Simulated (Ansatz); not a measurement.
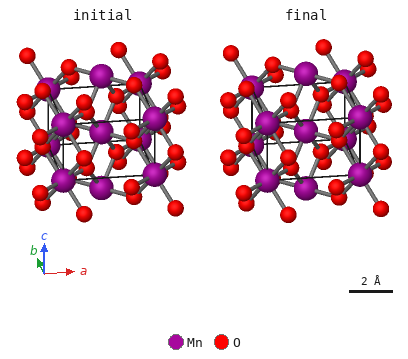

The structure of crystalline MnO2 (set up in P4_2/mnm) (coarse preliminary run) before (left) and after (right) a relaxation, at one scale.

Style: ball-and-stick. Shown: the cell of the calculation, from a free direction.

All numbers below come from Ansatz 0.2.0, DFT PBE+U, scalar-relativistic, plane waves, PAW. (plane-wave cutoff 420 eV; k-point mesh 4 × 4 × 8; occupations gaussian; smearing width 0.1 eV; U Mn 3.9 eV; collinear spin; cell and atoms relaxed; force threshold 0.05 eV/Å; at most 80 steps)

Describe what moved and what it gained.

Answer. The largest moves relative to the cell, 0.006 Å, are those of O atoms. Mn stays in place. Cell: a = b 4.398 → 4.457 Å (+1.3 %), c 2.873 → 2.943 Å (+2.4 %). Volume +5.2 %. Near-neighbour distances that change, for instance: Mn–O 1.879 → 1.913 Å, Mn–O 1.898 → 1.929 Å. The space group stays P4_2/mnm (No. 136). Over 4 accepted moves (6 points after the start) the energy falls by 15.8 meV per atom. Largest force component: 0.051 eV/Å at the start, 0.0018 eV/Å at the end. Pressure: 10.71 GPa at the start and 0.05 GPa at the end. The SCF was repeated twice at an unchanged geometry on a basis and grid sized afresh for the cell, which shifted the energy by 3.2 meV per atom at most.
